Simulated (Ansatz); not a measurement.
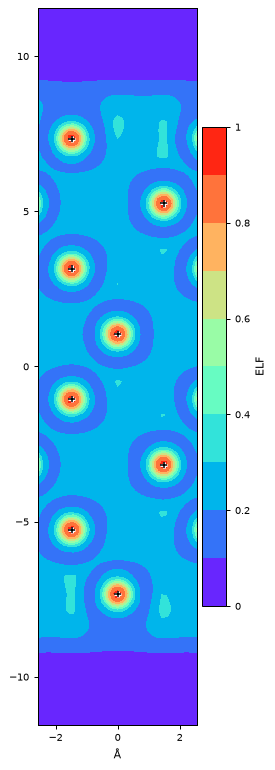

The electron localisation function on a plane through atoms (crosses mark nuclei in the plane).

The calculation used DFT PBE, scalar-relativistic, plane waves, PAW (Ansatz 0.2.0).

Candidates:
A. GaN (slab), a = 3.22 Å, b = 3.22 Å, c = 25.23 Å, α = 90.00°, β = 90.00°, γ = 90.00°. 
B. Cu (slab), a = 2.57 Å, b = 2.57 Å, c = 29.68 Å, α = 90.00°, β = 90.00°, γ = 120.00°. Computed without spin polarisation.
C. Ti, a = 3.26 Å, b = 3.26 Å, c = 3.26 Å, α = 90.00°, β = 90.00°, γ = 90.00°. Space group Im-3m; computed without spin polarisation.

Which candidate gave the map?

Answer. Candidate B: Cu on the (110) plane of the calculation cell, a cut from vacuum to vacuum, which holds Cu. Cu–Cu (2.55 Å): the ELF is about 0.20 at the midpoint (no shared electron pair shows on this line).
